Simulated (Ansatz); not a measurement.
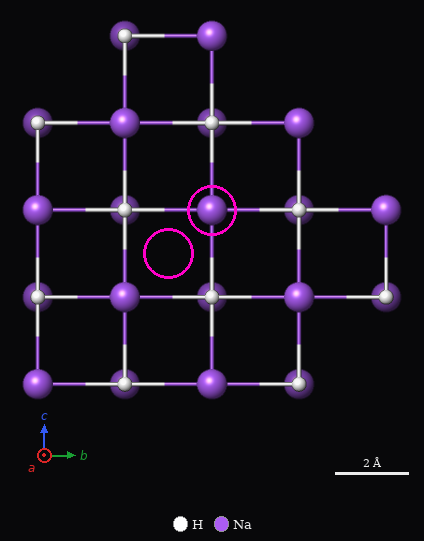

Perfect NaH. Style: ball-and-stick. Shown: the atoms within 6.0 Å of one point, in a slice 4.2 Å thick across the line of sight, along the a axis.

Method: DFT, PBEsol, PAW, plane waves in Ansatz. Settings: plane-wave cutoff 420 eV; k-point mesh 1 × 1 × 1; mesh shifted by (0.25, 0.25, 0.25); no spin polarisation. Fermi-Dirac smearing of 0.01 eV. A uniform background neutralises the charged cell. The axes drawn are those of the host's conventional cell.

A sodium atom is replaced by hydrogen and an extra sodium atom is put between the host's atoms (an interstitial), the two sites 2.1 Å apart at the ringed places, in charge state +1. The supercell has 64 sites, and the atoms are relaxed at the host's cell.

Q: How do the neighbours respond?

A: In the host the Na atom has 6 H at 2.40 Å; the H atom ends with 1 H at 0.77 Å. The Na atom starts with 4 H at 2.07 to 2.08 Å, 4 Na at 2.07 to 2.08 Å around its place and ends with 6 H at 2.17 to 2.40 Å. Of the host's atoms, a hydrogen atom moves furthest from its site, by 0.30 Å. The H atom itself moves 2.17 Å from where it was put. The Na atom itself moves 1.93 Å from where it was put.

The relaxed defect, seen from the same direction:

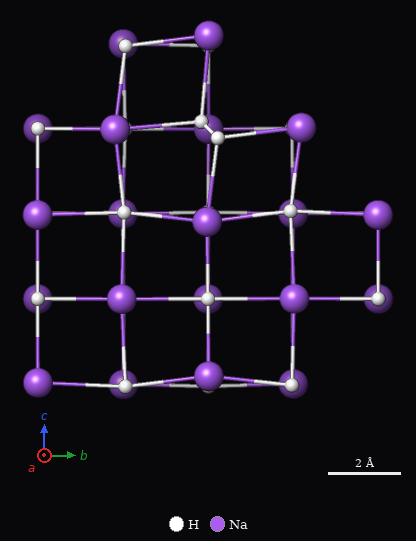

Limits of the set-up: the cell is charged, on a uniform background, and energies carry no finite-size correction.
